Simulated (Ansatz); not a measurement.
# A series of single points on Re

System: Re (Pm-3m, 1 atom in the cell).
Method: DFT, RPBE, plane waves (420 eV) with PAW, scalar-relativistic, no spin polarisation (Ansatz 0.2.0).

The 6 runs differ only in the geometry, by an even scaling of the cell at fixed fractional positions.

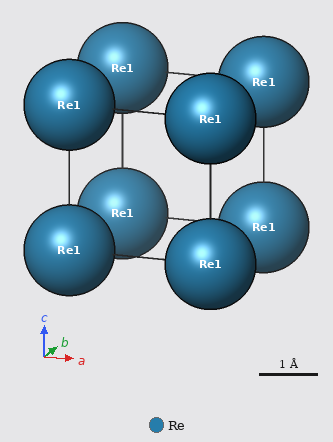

Figure 1. The structure of run 4 (spheres-only view of the cell of the calculation, seen slightly off an axis; atoms are numbered from 1 in the order of the input).

## Input of run 4
```yaml
crystal:
  lattice:
    - [2.6253412809, 0.0, 0.0]
    - [0.0, 2.6253412809, 0.0]
    - [0.0, 0.0, 2.6253412809]
  atoms:
    - { symbol: Re, position: [0.0, 0.0, 0.0] }
hamiltonian:
  xc: rpbe
  pseudopotentials:
    kind: paw
    azcp:
      Re: "pseudopotentials/Re.paw.azcp"
basis:
  ecutwfc: 420
  fft_grid_basis: typed
kpoints:
  mp_grid: { grid: [14, 14, 14], shift: [0, 0, 0] }
magnetization:
  spin_polarized: false
scf:
  occupations: { method: fermi_dirac, width: 0.1 }
  lower_state_search: "off"
output:
  stress: true
```

Run 3 differs from it as follows:
```diff
-    - [2.6253412809, 0.0, 0.0]
-    - [0.0, 2.6253412809, 0.0]
-    - [0.0, 0.0, 2.6253412809]
+    - [2.59124208, 0.0, 0.0]
+    - [0.0, 2.59124208, 0.0]
+    - [0.0, 0.0, 2.59124208]
```

## Results, with one run withheld

| run | volume per atom (Å³) | free energy per atom, from the lowest run given (meV) | pressure (GPa) |
| --- | --- | --- | --- |
| 1 | 15.311 | 215.90 | 41.45 |
| 2 | 16.703 | 0.00 | 10.51 |
| 3 | 17.399 | ? | ? |
| 4 | 18.095 | 1.79 | −9.47 |
| 5 | 18.791 | 59.05 | −16.62 |
| 6 | 19.487 | 144.13 | −22.34 |

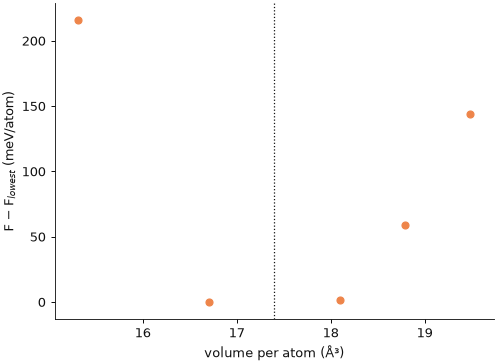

Figure 2. Free energy per atom of the runs given; the dotted line marks run 3.

Fit the runs given and predict run 3.

A cubic polynomial in V^(−2/3) (the Birch–Murnaghan form), fitted to the 5 runs given, misses them by at most 0.03 meV per atom. With x = V^(−2/3) − 0.14798 Å⁻², it reads F = −18.847 − 3219 x + 1.3618e+06 x² + 2.0447e+06 x³ (meV per atom). At run 3 it gives −20.67 meV per atom, and the run itself gives −20.73. The slope of the fit gives a pressure −dF/dV of −0.57 GPa there, and the run prints −0.57 GPa. The fit has its minimum at 17.359 Å³ per atom, where V d²F/dV² gives 250 GPa: the bulk modulus at this level, since symmetry fixes the shape and the positions.

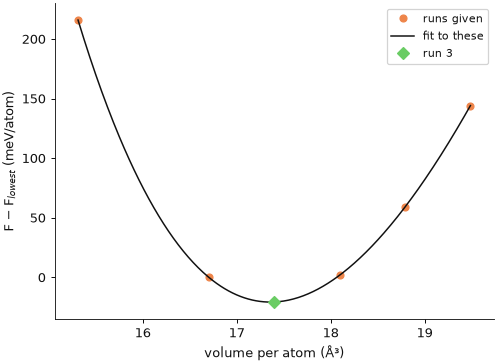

Figure 3. The fit and the withheld run.

## Output, shortened to warnings, some set-up lines, iterations and results (run 3)
```
Basis set: ecut = 420 eV, 341 PW (Γ)
Symmetry: 48 space group operations
k-points: 120 of 2744
Initial density: superposition of atomic densities (neutral atoms: chi_scale 0, normalization atom), corrected by the library's trained network
[...]
SCF iter   1: F=—  HF=-10879.659463 eV  |F-HF|=—  |Δ(HF+E_count)|=         —  Δρ=3.89e-3  dr2=1.18e-3  ethr=1.77e-3  ⟨swp⟩=5.0  Hψ=7917  notcnv=0
SCF iter   2: F=—  HF=-10879.659775 eV  |F-HF|=—  |Δ(HF+E_count)|=   3.12e-4  Δρ=2.16e-3  dr2=3.12e-4  ethr=7.90e-6  ⟨swp⟩=1.6  Hψ=2605  notcnv=0
SCF iter   3: F=—  HF=-10879.659997 eV  |F-HF|=—  |Δ(HF+E_count)|=   2.22e-4  Δρ=2.52e-4  dr2=5.66e-6  ethr=2.08e-6  ⟨swp⟩=2.3  Hψ=2093  notcnv=0
SCF iter   4: F=—  HF=-10879.659997 eV  |F-HF|=—  |Δ(HF+E_count)|=   8.19e-7  Δρ=3.40e-5  dr2=4.91e-8  ethr=3.77e-8  ⟨swp⟩=2.0  Hψ=1864  notcnv=0
SCF iter   5: F=-10879.659997 eV  HF=-10879.659997 eV  |F-HF|=2.91e-11  |Δ(HF+E_count)|=   5.55e-8  Δρ=1.56e-6  dr2=1.85e-10  ethr=3.27e-10  ⟨swp⟩=2.5  Hψ=2164  notcnv=0
SCF iter   6: F=-10879.659997 eV  HF=-10879.659997 eV  |F-HF|=1.82e-12  |Δ(HF+E_count)|=  7.64e-11  Δρ=1.95e-7  dr2=1.87e-12  ethr=1.23e-12  ⟨swp⟩=1.0  Hψ=4100  notcnv=0
SCF 1 converged in 6 iterations: F = -10879.659997 eV  dr2 = 1.87e-12
SCF converged after 6 iterations
Free energy (F): -10879.659997 eV
Harris-Foulkes:  -10879.659997 eV  (|F-HF|=1.82e-12)
Internal energy: -10879.619302 eV  (E = F + TS)
E sigma→0 (E₀):  -10879.639650 eV
Entropy (-TS):   -0.040695 eV (-40.695 meV/atom)
Fermi energy:    20.248580 eV
--- Per-component energies (eV) ---
  E_band       = -132.425481
  E_kinetic    = 538.529193
  E_local      = -963.731177  (includes V_loc(G=0)·N_el)
  E_nonlocal   = 50.540207
  E_hartree    = 343.574022
  E_xc         = -402.563404
  E_vxc        = -301.404334  (∫ρ·V_xc dr)
  E_paw        = -8672.163961  (= ΣΔE_a)
  E_vpaw       = -143.507372  (= ΣTr[D̂ρ^β])
  E_aug_tail   = -0.000072  (compensation charges beyond the density's cutoff)
  E_ewald      = -1773.785935
  E_core_change = -0.018175  (= ΣΔE_core)
  E_smearing   = -0.040695  (= −TS)
  E_closure    = 0.000000  (closes the sum)
  Σ components = -10879.659997   (vs F -10879.659997, Δ=0.00e0)
--- Stress (GPa, compression-positive) ---
       -0.567263      -0.000000       0.000000
        0.000000      -0.567263      -0.000000
        0.000000       0.000000      -0.567263
  P = ⅓ Tr σ = -0.5673 GPa (-5.673 kbar)
```

Notes: Spin–orbit coupling is left out, which matters for Re.
